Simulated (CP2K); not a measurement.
**Energy of KF along an even scaling of the cell**

System: KF (2 atoms in the cell).
Method: Kohn-Sham DFT of a periodic cell, PBE, GTH-PBE with UZH-TZVP basis, no spin polarisation (CP2K 2026.2).

The 6 runs differ only in the geometry, by an even scaling of the cell at fixed fractional positions. The structure derives from a Materials Project entry.

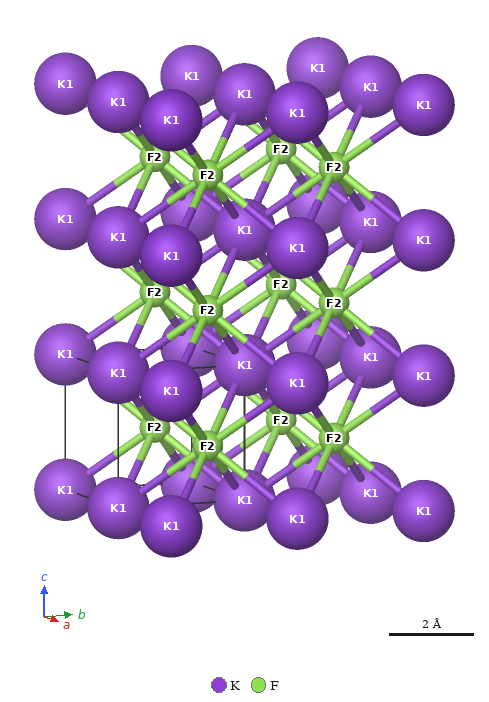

Figure 1. The structure of run 4 (ball-and-stick view of the cell of the calculation, repeated 2 × 2 × 3, seen slightly off an axis; atoms are numbered from 1 in the order of the input).

## Input of run 4
```
&GLOBAL
  PROJECT kf_eos
  RUN_TYPE ENERGY_FORCE
  PRINT_LEVEL LOW
&END GLOBAL
&FORCE_EVAL
  METHOD QS
  STRESS_TENSOR ANALYTICAL
  &DFT
    BASIS_SET_FILE_NAME BASIS_MOLOPT_UZH
    POTENTIAL_FILE_NAME POTENTIAL_UZH
    WFN_RESTART_FILE_NAME previous-RESTART.kp
    &MGRID
      CUTOFF 750
      REL_CUTOFF 60
      NGRIDS 4
    &END MGRID
    &QS
      METHOD GPW
      EPS_DEFAULT 1.0E-10
    &END QS
    &KPOINTS
      SCHEME MONKHORST-PACK 8 8 8
      GAMMA_CENTERED T
      SYMMETRY T
      SYMMETRY_BACKEND SPGLIB
    &END KPOINTS
    &SCF
      SCF_GUESS RESTART
      EPS_SCF 1.0E-6
      MAX_SCF 100
      ADDED_MOS 10
      CHOLESKY OFF
      EPS_EIGVAL 1.0E-7
      &DIAGONALIZATION ON
        ALGORITHM STANDARD
      &END DIAGONALIZATION
      &MIXING ON
        METHOD BROYDEN_MIXING
        ALPHA 0.4
        BETA 1.5
        NBUFFER 8
      &END MIXING
      &SMEAR ON
        METHOD FERMI_DIRAC
        ELECTRONIC_TEMPERATURE [K] 580.226
      &END SMEAR
    &END SCF
    &XC
      &XC_FUNCTIONAL PBE
      &END XC_FUNCTIONAL
    &END XC
    &PRINT
      &KPOINTS ON
      &END KPOINTS
      &MULLIKEN ON
      &END MULLIKEN
      &MO ON
        ENERGIES T
        OCCUPATION_NUMBERS T
        &EACH
          QS_SCF 0
        &END EACH
        ADD_LAST NUMERIC
      &END MO
    &END PRINT
  &END DFT
  &SUBSYS
    &CELL
      A 3.2805381124 0.0000000000 0.0000000000
      B 0.0000000000 3.2805381124 0.0000000000
      C 0.0000000000 0.0000000000 3.2805381124
      PERIODIC XYZ
    &END CELL
    &COORD
      SCALED
      K   0.0000000000 0.0000000000 0.0000000000
      F   0.5000000000 0.5000000000 0.5000000000
    &END COORD
    &KIND K
      BASIS_SET TZVP-MOLOPT-PBE-GTH-q9
      POTENTIAL GTH-PBE-q9
    &END KIND
    &KIND F
      BASIS_SET TZVP-MOLOPT-PBE-GTH-q7
      POTENTIAL GTH-PBE-q7
    &END KIND
    &PRINT
      &ATOMIC_COORDINATES ON
      &END ATOMIC_COORDINATES
      &CELL ON
      &END CELL
      &SYMMETRY ON
      &END SYMMETRY
    &END PRINT
  &END SUBSYS
  &PRINT
    &FORCES ON
    &END FORCES
    &STRESS_TENSOR ON
    &END STRESS_TENSOR
  &END PRINT
&END FORCE_EVAL
```

Command:
```bash
OMP_NUM_THREADS=1 cp2k.psmp -i kf_eos.inp -o kf_eos.out
```

Lattice vectors (Å) and fractional positions of run 4:
```
   3.280538    0.000000    0.000000
   0.000000    3.280538    0.000000
   0.000000    0.000000    3.280538
K   0.000000  0.000000  0.000000
F   0.500000  0.500000  0.500000
```

Run 3 differs from it as follows:
```diff
-      A 3.2805381124 0.0000000000 0.0000000000
-      B 0.0000000000 3.2805381124 0.0000000000
-      C 0.0000000000 0.0000000000 3.2805381124
+      A 3.2370821598 0.0000000000 0.0000000000
+      B 0.0000000000 3.2370821598 0.0000000000
+      C 0.0000000000 0.0000000000 3.2370821598
```

## Results, with one run withheld

| run | volume per atom (Å³) | free energy per atom, from the lowest run given (meV) | pressure (GPa) | gap on the mesh (eV) |
| --- | --- | --- | --- | --- |
| 1 | 16.268 | 6.27 | 2.49 | 6.70 |
| 2 | 16.614 | 1.88 | 1.59 | 6.54 |
| 3 | 16.960 | ? | ? | ? |
| 4 | 17.652 | 0.00 | −0.56 | 6.12 |
| 5 | 17.999 | 1.83 | −1.13 | 5.99 |
| 6 | 18.345 | 4.81 | −1.63 | 5.87 |

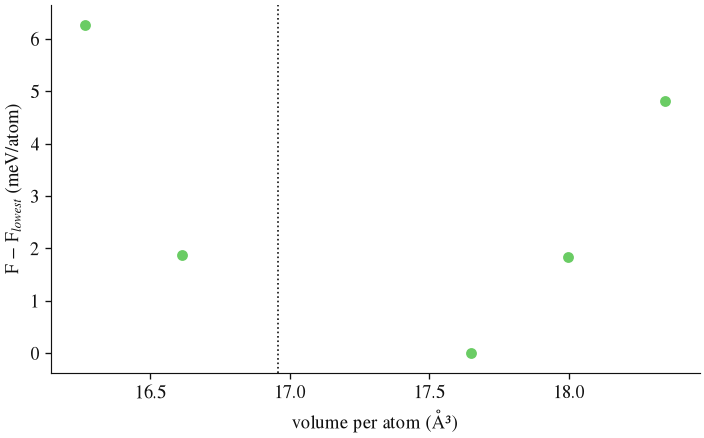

Figure 2. Free energy per atom of the runs given; the dotted line marks run 3.

Estimate the energy of run 3 from the others.

A cubic polynomial in V^(−2/3) (the Birch–Murnaghan form), fitted to the 5 runs given, misses them by at most 0.08 meV per atom. With x = V^(−2/3) − 0.14924 Å⁻², it reads F = −0.88349 − 177.82 x + 1.7433e+05 x² + 3.2543e+06 x³ (meV per atom). At run 3 it gives −0.36 meV per atom, and the run itself gives −0.67. The slope of the fit gives a pressure −dF/dV of 0.63 GPa there, and the run prints 0.80 GPa. The two needn't agree exactly: the fit is approximate, and the printed stress is taken on a finite basis. The fit has its minimum at 17.258 Å³ per atom, where V d²F/dV² gives 33.2 GPa: the bulk modulus at this level, since symmetry fixes the shape and the positions. The gap on the mesh goes, without turning, from 6.70 eV in run 1 to 5.87 eV in run 6; run 3 has 6.39 eV. These are gaps of this functional on this mesh, which can miss the band edges; they aren't the measured gap.

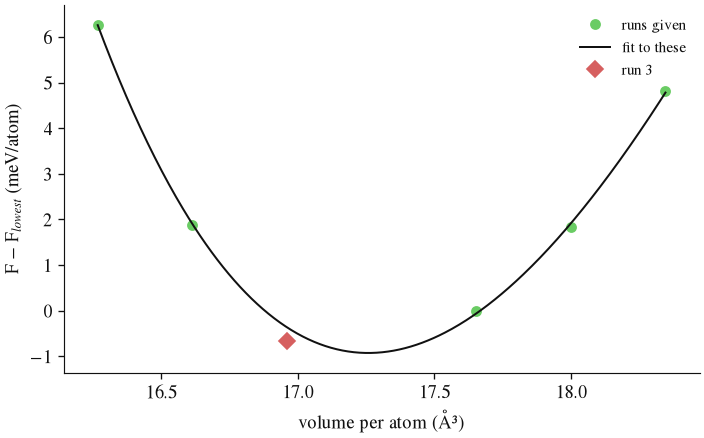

Figure 3. The fit and the withheld run.

## Some lines of the output (run 3)
```
[...]
 MO| Band gap:            0.402234 a.u.         10.945351 eV
 MO| Band gap:            0.378776 a.u.         10.307006 eV
 MO| Band gap:            0.346298 a.u.          9.423236 eV
 MO| Band gap:            0.330140 a.u.          8.983566 eV
 MO| Band gap:            0.405315 a.u.         11.029179 eV
 MO| Band gap:            0.376453 a.u.         10.243815 eV
 MO| Band gap:            0.352491 a.u.          9.591775 eV
 MO| Band gap:            0.335223 a.u.          9.121895 eV
 MO| Band gap:            0.375213 a.u.         10.210064 eV
 MO| Band gap:            0.347457 a.u.          9.454777 eV
 MO| Band gap:            0.336850 a.u.          9.166159 eV
 MO| Band gap:            0.340850 a.u.          9.275009 eV
 MO| Band gap:            0.334866 a.u.          9.112164 eV
 MO| Band gap:            0.325765 a.u.          8.864515 eV
```
